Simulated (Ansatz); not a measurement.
## Electronic structure of LiSe4 in real space

```
CELL_PARAMETERS angstrom
2.71229 0.00000 0.00000
0.00000 5.44484 0.00000
0.00000 0.00000 8.73510
ATOMIC_POSITIONS crystal
Li 0.50000 0.00000 0.00000
Se 0.00000 0.50000 0.22887
Se 0.00000 0.00000 0.74673
Se 0.00000 0.00000 0.25327
Se 0.00000 0.50000 0.77113
```

Space group Pmmm; a structure generated by program, which may or may not match a known phase; computed without spin polarisation.

The calculation used Ansatz 0.2.0, DFT PBE, scalar-relativistic, plane waves, PAW.

The density is the valence pseudo-density of a PAW calculation; it isn't the true density close to the nuclei.

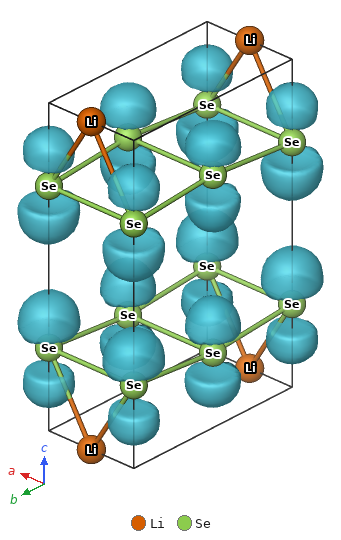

Figure 1. Isosurface of the ELF at 0.8 (cyan), seen at an oblique angle. Core shells and regions of very low density are left out. Sticks mark near contacts.

Describe the localisation domains.

The ELF exceeds this value in six lobes on Se, pointing away from the bonds (lone pairs) and two regions wrapped around Se (the valence shell of each), counted in one cell of 5 atoms. Any copies at cell faces, edges or corners count once. Profiles from the grid: Li–Se (2.59 Å): the ELF is about 0.75 at the midpoint. Se–Se (2.71 Å): the ELF is about 0.45 at the midpoint.

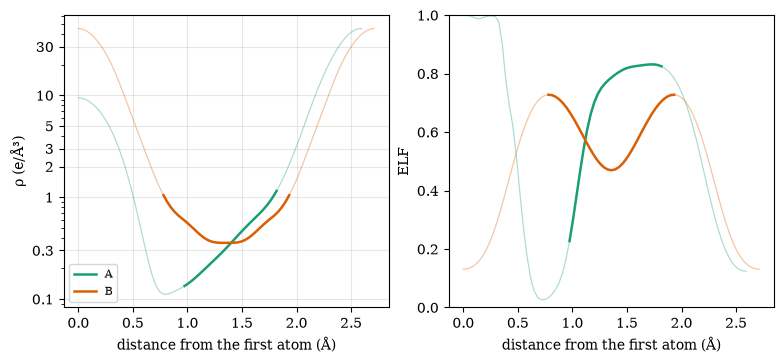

Figure 2. Valence charge density (pseudo) and electron localisation function along straight lines between neighbouring atoms. Thin, pale parts lie inside the atomic spheres.

Which curve belongs to which contact (Li–Se and Se–Se)? The first atom named is at distance zero.

Curve A: Li–Se (2.59 Å): ρ at the midpoint is about 0.27 e/Å³; the ELF is about 0.75 at the midpoint. Curve B: Se–Se (2.71 Å): the density is about 0.36 e/Å³ at the midpoint; the ELF is about 0.45 at the midpoint.

Metal or insulator at this level of theory?

It is gapless in this calculation (a metal or semimetal).
